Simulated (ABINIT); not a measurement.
# MgTe: geometry relaxation (part 1 of 2)

- system: MgTe (2 atoms in the cell)
- method: Kohn-Sham DFT of a periodic cell, PBE, JTH PAW PBE v2.0, no spin polarisation (ABINIT 10.8.3)

The structure derives from a Materials Project entry.

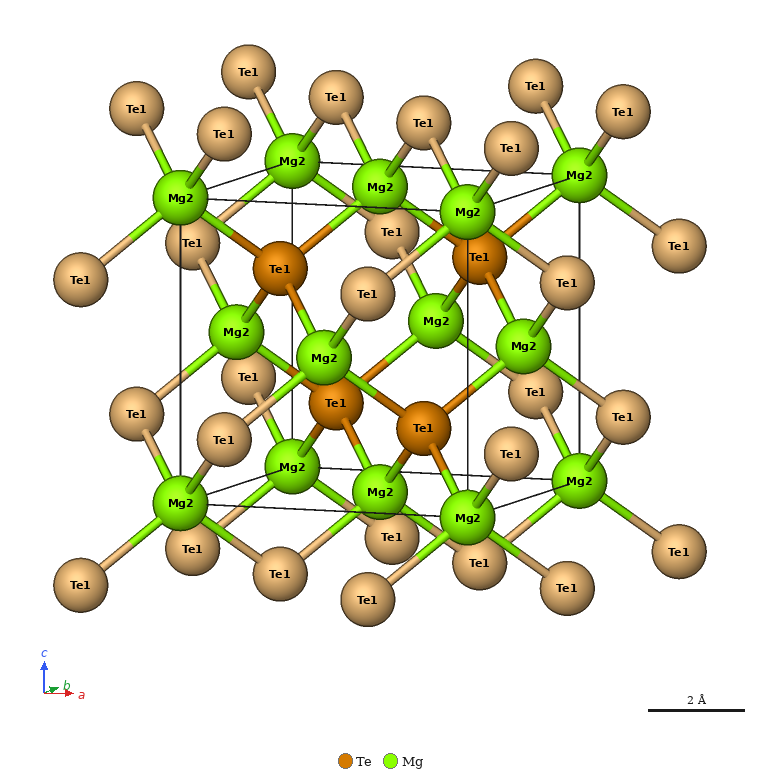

The starting structure (ball-and-stick view of the cell 4 times as large as that of the calculation, set on its symmetry axes, seen slightly off an axis; neighbours outside the cell are drawn fainter; atoms are numbered from 1 in the order of the input). Near neighbours in the crystal (not all of them lie inside the picture): Te has 4 Mg at 2.80 Å; Mg has 4 Te at 2.80 Å.

Key numbers

```csv
quantity,value
outcome,converged
space group (tolerance 0.01 Å),F-43m (216)
electrons treated,16
free energy,−1958.1431 eV
Fermi energy,−2.919 eV
gap on the k-point mesh,2.32 eV
pressure,0.00 GPa
final volume,69.04 Å³
largest force (length of the vector) at the end,under 0.001 eV/Å
final cell,"a = 4.605 Å, b = 4.605 Å, c = 4.605 Å, α = 60.00°, β = 60.00°, γ = 60.00°"
hardware,"1 thread of Intel Xeon (Sapphire Rapids), 64 GiB of memory available, shared host"
wall time,40 s
peak memory,0.13 GiB
```

Input
```
# Pseudopotentials
pp_dirpath "./"
pseudos "Te.GGA_PBE-JTH.xml, Mg.GGA_PBE-JTH.xml"

# Structure
acell 8.6374403057 8.6374403057 8.6374403057
rprim
     0.0000000000     0.7071067812     0.7071067812
     0.7071067812     0.0000000000     0.7071067812
     0.7071067812     0.7071067812     0.0000000000
ntypat 2
znucl 52 12
natom 2
typat 1 2
chkprim 0
chksymtnons 0
tolsym 1.0e-6
xred
            1/4            1/4            1/4
            0.0            0.0            0.0

# Plane-wave basis
ecut 19.0
pawecutdg 38.0
pawxcdev 0
ecutsm 0.5

# k points
kptopt 1
ngkpt 5 5 5
nshiftk 1
shiftk 0.0 0.0 0.0

# Exchange and correlation
ixc 11

# Bands and occupations
nband 12
occopt 3
tsmear 0.05 eV

# SCF cycle
nstep 80
tolvrs 1.0e-10

# Output
iomode 3
prteig 0
prtebands 0
prtwf 0
prtden 0

# Relaxation
ionmov 2
optcell 2
ntime 50
tolmxf 2.0e-5
dilatmx 1.08
```

Command:
```bash
abinit run.abi > log 2>&1
```

Output
```
.Version 10.8.3 of ABINIT
 Symmetries : space group F-4 3 m (#216); Bravais cF (face-center cubic)
================================================================================
 Values of the parameters that define the memory need of the present run
     intxc =       0    ionmov =       2      iscf =      17    lmnmax =       8
     lnmax =       4     mgfft =      40  mpssoang =       2    mqgrid =    3001
     natom =       2  nloc_mem =       2    nspden =       1   nspinor =       1
    nsppol =       1      nsym =      24    n1xccc =       1    ntypat =       2
    occopt =       3   xclevel =       2
       mpw =        2288          nfft =       64000          nkpt =          10
 PAW method is used; the additional fine FFT grid is defined by:
   mgfftf=        54    nfftf =    157464
================================================================================
================================================================================

--------------------------------------------------------------------------------
------------- Echo of variables that govern the present computation ------------
--------------------------------------------------------------------------------
 -outvars: echo values of preprocessed input variables --------
            acell      8.6374403057E+00  8.6374403057E+00  8.6374403057E+00 Bohr
              amu      1.27600000E+02  2.43050000E+01
          chkprim           0
      chksymtnons           0
          dilatmx      1.08000000E+00
             ecut      1.90000000E+01 Hartree
           ecutsm      5.00000000E-01 Hartree
           ionmov           2
              ixc          11
         kptrlatt        5    0    0      0    5    0      0    0    5
          kptrlen      4.31872015E+01
            natom           2
            nband          12
            ngfft          40      40      40
          ngfftdg          54      54      54
             nkpt          10
            nstep          80
             nsym          24
            ntime          50
           ntypat           2
           occopt           3
          optcell           2
        pawecutdg      3.80000000E+01 Hartree
         pawxcdev           0
           prtden           0
        prtebands           0
           prteig           0
            prtwf           0
            rprim      0.0000000000E+00  7.0710678120E-01  7.0710678120E-01
                       7.0710678120E-01  0.0000000000E+00  7.0710678120E-01
                       7.0710678120E-01  7.0710678120E-01  0.0000000000E+00
          spgroup         216
           tolmxf      2.00000000E-05
           tolsym      1.00000000E-06
           tolvrs      1.00000000E-10
           tsmear      1.83746611E-03 Hartree
            typat      1  2
           useylm           1
           xangst      1.6159994109E+00  1.6159994109E+00  1.6159994109E+00
                       0.0000000000E+00  0.0000000000E+00  0.0000000000E+00
            xcart      3.0537963062E+00  3.0537963062E+00  3.0537963062E+00
                       0.0000000000E+00  0.0000000000E+00  0.0000000000E+00
             xred      2.5000000000E-01  2.5000000000E-01  2.5000000000E-01
                       0.0000000000E+00  0.0000000000E+00  0.0000000000E+00
            znucl       52.00000   12.00000

================================================================================

 chkinp: Checking input parameters for consistency.

================================================================================
== DATASET  1 ==================================================================

--- !DatasetInfo
iteration_state: {dtset: 1, }
dimensions: {natom: 2, nkpt: 10, mband: 12, nsppol: 1, nspinor: 1, nspden: 1, mpw: 2288, }
cutoff_energies: {ecut:  19.0, pawecutdg:  38.0, }
electrons: {nelect:   1.60000000E+01, charge:   0.00000000E+00, occopt:   3.00000000E+00, tsmear:   1.83746611E-03, }
meta: {optdriver: 0, ionmov: 2, optcell: 2, iscf: 17, paral_kgb: 0, }
...

 Exchange-correlation functional for the present dataset will be:
  GGA: Perdew-Burke-Ernzerhof functional - ixc=11
  J.P.Perdew, K.Burke, M.Ernzerhof, PRL 77, 3865 (1996)

 Real(R)+Recip(G) space primitive vectors, cartesian coordinates (Bohr,Bohr^-1):
 R(1)=  0.0000000  6.1075926  6.1075926  G(1)= -0.0818653  0.0818653  0.0818653
 R(2)=  6.1075926  0.0000000  6.1075926  G(2)=  0.0818653 -0.0818653  0.0818653
 R(3)=  6.1075926  6.1075926  0.0000000  G(3)=  0.0818653  0.0818653 -0.0818653
 Unit cell volume ucvol=  4.5565924E+02 bohr^3
 Angles (23,13,12)=  6.00000000E+01  6.00000000E+01  6.00000000E+01 degrees

 Coarse grid specifications (used for wave-functions):

 getcut: wavevector=  0.0000  0.0000  0.0000  ngfft=  40  40  40
         ecut(hartree)=     22.162   => boxcut(ratio)=   2.18529

 Fine grid specifications (used for densities):

 getcut: wavevector=  0.0000  0.0000  0.0000  ngfft=  54  54  54
         ecut(hartree)=     44.323   => boxcut(ratio)=   2.08678

--- Pseudopotential description ------------------------------------------------
- pspini: atom type   1  psp file is ./Te.GGA_PBE-JTH.xml
 Pseudopotential format is: paw10
 basis_size (lnmax)=  4 (lmn_size=  8), orbitals=   0   0   1   1
 Spheres core radius: rc_sph= 2.31107438
 Shapefunction is SIN type: shapef(r)=[sin(pi*r/rshp)/(pi*r/rshp)]**2
 Radius for shape functions =  2.10488624
 Compensation charge density is not taken into account in XC energy/potential

- pspini: atom type   2  psp file is ./Mg.GGA_PBE-JTH.xml
 Pseudopotential format is: paw10
 basis_size (lnmax)=  4 (lmn_size=  8), orbitals=   0   0   1   1
 Spheres core radius: rc_sph= 1.90157919
 Shapefunction is SIN type: shapef(r)=[sin(pi*r/rshp)/(pi*r/rshp)]**2
 Radius for shape functions =  1.70710089
 Compensation charge density is not taken into account in XC energy/potential

   1.94823042E+03                                ecore*ucvol(ha*bohr**3)
--------------------------------------------------------------------------------

================================================================================

=== [ionmov= 2] Broyden-Fletcher-Goldfarb-Shanno method (forces)
================================================================================

--- Iteration: ( 1/50) Internal Cycle: (1/1)
--------------------------------------------------------------------------------

---SELF-CONSISTENT-FIELD CONVERGENCE--------------------------------------------

--- !BeginCycle
iteration_state: {dtset: 1, itime: 1, icycle: 1, }
solver: {iscf: 17, nstep: 80, nline: 4, wfoptalg: 10, }
tolerances: {tolvrs: 1.00E-10, }
...

     iter   Etot(hartree)      deltaE(h)  residm     nres2
 ETOT  1  -70.306376433068    -7.031E+01 3.138E+00 2.105E+00
 ETOT  2  -71.973583566186    -1.667E+00 1.102E-02 2.104E+00
 ETOT  3  -71.963406693854     1.018E-02 9.787E-03 6.880E-01
 ETOT  4  -71.960007568065     3.399E-03 6.624E-04 2.740E-02
 ETOT  5  -71.960190677591    -1.831E-04 7.191E-05 6.241E-03
 ETOT  6  -71.960277558009    -8.688E-05 2.040E-04 6.494E-04
 ETOT  7  -71.960280241344    -2.683E-06 5.310E-05 3.179E-04
 ETOT  8  -71.960286835383    -6.594E-06 1.163E-04 3.216E-05
 ETOT  9  -71.960287074695    -2.393E-07 1.053E-04 4.416E-06
 ETOT 10  -71.960287054784     1.991E-08 1.267E-04 7.030E-08
 ETOT 11  -71.960287057454    -2.669E-09 1.556E-04 1.939E-08
 ETOT 12  -71.960287057598    -1.448E-10 1.736E-04 7.337E-10
 ETOT 13  -71.960287057610    -1.185E-11 1.852E-04 4.792E-11

 At SCF step   13       nres2   =  4.79E-11 < tolvrs=  1.00E-10 =>converged.

 Cartesian components of stress tensor (hartree/bohr^3)
  sigma(1 1)= -2.85930721E-05  sigma(3 2)=  0.00000000E+00
  sigma(2 2)= -2.85930721E-05  sigma(3 1)=  0.00000000E+00
  sigma(3 3)= -2.85930721E-05  sigma(2 1)=  0.00000000E+00

--- !ResultsGS
iteration_state: {dtset: 1, itime: 1, icycle: 1, }
comment   : Summary of ground state results
lattice_vectors:
- [  0.0000000,   6.1075926,   6.1075926, ]
- [  6.1075926,   0.0000000,   6.1075926, ]
- [  6.1075926,   6.1075926,   0.0000000, ]
lattice_lengths: [   8.63744,    8.63744,    8.63744, ]
lattice_angles: [ 60.000,  60.000,  60.000, ] # degrees, (23, 13, 12)
lattice_volume:   4.5565924E+02
convergence: {deltae: -1.185E-11, res2:  4.792E-11, residm:  1.852E-04, diffor: null, }
etotal    :  -7.19602871E+01
entropy   :   0.00000000E+00
fermie    :  -1.04677740E-01
cartesian_stress_tensor: # hartree/bohr^3
- [ -2.85930721E-05,   0.00000000E+00,   0.00000000E+00, ]
- [  0.00000000E+00,  -2.85930721E-05,   0.00000000E+00, ]
- [  0.00000000E+00,   0.00000000E+00,  -2.85930721E-05, ]
pressure_GPa:   8.4124E-01
xred      :
- [  2.5000E-01,   2.5000E-01,   2.5000E-01, Te]
- [  0.0000E+00,   0.0000E+00,   0.0000E+00, Mg]
cartesian_forces: # hartree/bohr
- [ -0.00000000E+00,  -0.00000000E+00,  -0.00000000E+00, ]
- [ -0.00000000E+00,  -0.00000000E+00,  -0.00000000E+00, ]
force_length_stats: {min:   0.00000000E+00, max:   0.00000000E+00, mean:   0.00000000E+00, }
...

 Integrated electronic density in atomic spheres:
 ------------------------------------------------
 Atom  Sphere_radius  Integrated_density
    1        2.31107          3.21520842
    2        1.90158          8.20517489

---OUTPUT-----------------------------------------------------------------------

 Cartesian coordinates (xcart) [bohr]
  3.05379630618534E+00  3.05379630618534E+00  3.05379630618534E+00
  0.00000000000000E+00  0.00000000000000E+00  0.00000000000000E+00
 Reduced coordinates (xred)
  2.50000000000000E-01  2.50000000000000E-01  2.50000000000000E-01
  0.00000000000000E+00  0.00000000000000E+00  0.00000000000000E+00
 Cartesian forces (fcart) [Ha/bohr]; max,rms= 0.00000E+00 0.00000E+00 (free atoms)
 -0.00000000000000E+00 -0.00000000000000E+00 -0.00000000000000E+00
 -0.00000000000000E+00 -0.00000000000000E+00 -0.00000000000000E+00
 Gradient of E wrt nuclear positions in reduced coordinates (gred)
  0.00000000000000E+00  0.00000000000000E+00  0.00000000000000E+00
  0.00000000000000E+00  0.00000000000000E+00  0.00000000000000E+00
 Scale of Primitive Cell (acell) [bohr]
  8.63744030570000E+00  8.63744030570000E+00  8.63744030570000E+00
 Real space primitive translations (rprimd) [bohr]
  0.00000000000000E+00  6.10759261237067E+00  6.10759261237067E+00
  6.10759261237067E+00  0.00000000000000E+00  6.10759261237067E+00
  6.10759261237067E+00  6.10759261237067E+00  0.00000000000000E+00
 Unitary Cell Volume (ucvol) [Bohr^3]=  4.55659237421382E+02
 Angles (23,13,12)= [degrees]
  6.00000000000000E+01  6.00000000000000E+01  6.00000000000000E+01
 Lengths [Bohr]
  8.63744030586433E+00  8.63744030586433E+00  8.63744030586433E+00
 Stress tensor in cartesian coordinates (strten) [Ha/bohr^3]
 -2.85930720900739E-05  0.00000000000000E+00  0.00000000000000E+00
  0.00000000000000E+00 -2.85930720900756E-05  0.00000000000000E+00
  0.00000000000000E+00  0.00000000000000E+00 -2.85930720900773E-05
 Total energy (etotal) [Ha]= -7.19602870576102E+01

--- Iteration: ( 2/50) Internal Cycle: (1/1)
--------------------------------------------------------------------------------

---SELF-CONSISTENT-FIELD CONVERGENCE--------------------------------------------

--- !BeginCycle
iteration_state: {dtset: 1, itime: 2, icycle: 1, }
solver: {iscf: 17, nstep: 80, nline: 4, wfoptalg: 10, }
tolerances: {tolvrs: 1.00E-10, }
...

     iter   Etot(hartree)      deltaE(h)  residm     nres2
 ETOT  1  -71.960403228030    -7.196E+01 1.622E-04 1.263E-02
 ETOT  2  -71.960330228890     7.300E-05 1.206E-04 2.096E-03
 ETOT  3  -71.960319601764     1.063E-05 1.104E-04 3.487E-04
 ETOT  4  -71.960318275970     1.326E-06 7.380E-05 3.123E-05
 ETOT  5  -71.960318466098    -1.901E-07 6.508E-05 3.303E-06
 ETOT  6  -71.960318548583    -8.249E-08 4.108E-05 4.220E-07
 ETOT  7  -71.960318562753    -1.417E-08 3.563E-05 2.758E-08
 ETOT  8  -71.960318563942    -1.189E-09 2.208E-05 8.116E-10
 ETOT  9  -71.960318563976    -3.348E-11 1.908E-05 1.859E-10
 ETOT 10  -71.960318563980    -4.817E-12 1.172E-05 2.283E-11

 At SCF step   10       nres2   =  2.28E-11 < tolvrs=  1.00E-10 =>converged.

 Cartesian components of stress tensor (hartree/bohr^3)
  sigma(1 1)= -2.51136879E-05  sigma(3 2)=  0.00000000E+00
  sigma(2 2)= -2.51136879E-05  sigma(3 1)=  0.00000000E+00
  sigma(3 3)= -2.51136879E-05  sigma(2 1)=  0.00000000E+00

--- !ResultsGS
iteration_state: {dtset: 1, itime: 2, icycle: 1, }
comment   : Summary of ground state results
lattice_vectors:
- [  0.0000000,   6.1128317,   6.1128317, ]
- [  6.1128317,   0.0000000,   6.1128317, ]
- [  6.1128317,   6.1128317,   0.0000000, ]
lattice_lengths: [   8.64485,    8.64485,    8.64485, ]
lattice_angles: [ 60.000,  60.000,  60.000, ] # degrees, (23, 13, 12)
lattice_volume:   4.5683283E+02
convergence: {deltae: -4.817E-12, res2:  2.283E-11, residm:  1.172E-05, diffor: null, }
etotal    :  -7.19603186E+01
entropy   :   0.00000000E+00
fermie    :  -1.04851877E-01
cartesian_stress_tensor: # hartree/bohr^3
- [ -2.51136879E-05,   0.00000000E+00,   0.00000000E+00, ]
- [  0.00000000E+00,  -2.51136879E-05,   0.00000000E+00, ]
- [  0.00000000E+00,   0.00000000E+00,  -2.51136879E-05, ]
pressure_GPa:   7.3887E-01
xred      :
- [  2.5000E-01,   2.5000E-01,   2.5000E-01, Te]
- [  0.0000E+00,   0.0000E+00,   0.0000E+00, Mg]
cartesian_forces: # hartree/bohr
- [ -1.65183996E-29,   5.50613319E-30,   5.50613319E-30, ]
- [  1.65183996E-29,  -5.50613319E-30,  -5.50613319E-30, ]
force_length_stats: {min:   1.82617778E-29, max:   1.82617778E-29, mean:   1.82617778E-29, }
...

 Integrated electronic density in atomic spheres:
 ------------------------------------------------
 Atom  Sphere_radius  Integrated_density
    1        2.31107          3.20002300
    2        1.90158          8.20574271

---OUTPUT-----------------------------------------------------------------------
```
